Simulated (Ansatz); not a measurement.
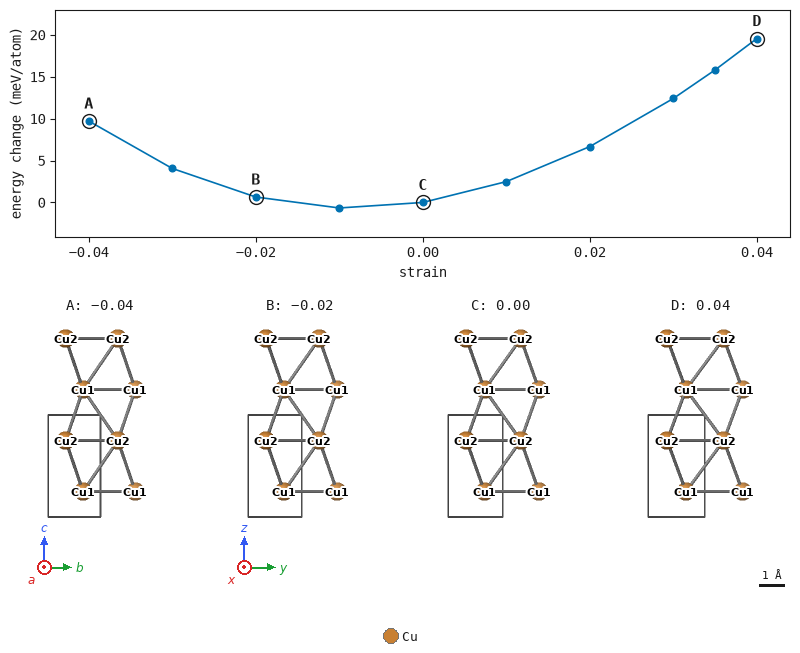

A scan of crystalline Cu (P6_3/mmc): the cell is strained along y alone, with the atoms kept at their fractional coordinates. x, y and z are the Cartesian axes of the input. The lettered frames are marked on the plot. Style: ball-and-stick. Shown: the cell of the calculation, repeated 3 × 2 × 2 with one cell outlined, along the a axis.

Level of theory: DFT PBEsol, scalar-relativistic, plane waves, PAW in Ansatz 0.2.0. (plane-wave cutoff 420 eV; k-point mesh 24 × 24 × 12; occupations gaussian; smearing width 0.15 eV; no spin polarisation). Energies (free energies at the smearing named) are counted from the cell as listed in its source, which wasn't relaxed.

Describe the profile.

Of the computed points the lowest is at the strain −0.01, −0.7 meV/atom. The end points stand at 9.7 meV/atom (−0.04) and 19.6 meV/atom (0.04). The unrelaxed reference is under a pressure of −1.6 GPa, which tilts the curve. The distortion takes the space group from P6_3/mmc to Cmcm. At the strain −0.04 the cell of the drawing goes b 2.534 → 2.458 Å, γ 120.0° → 121.0°.
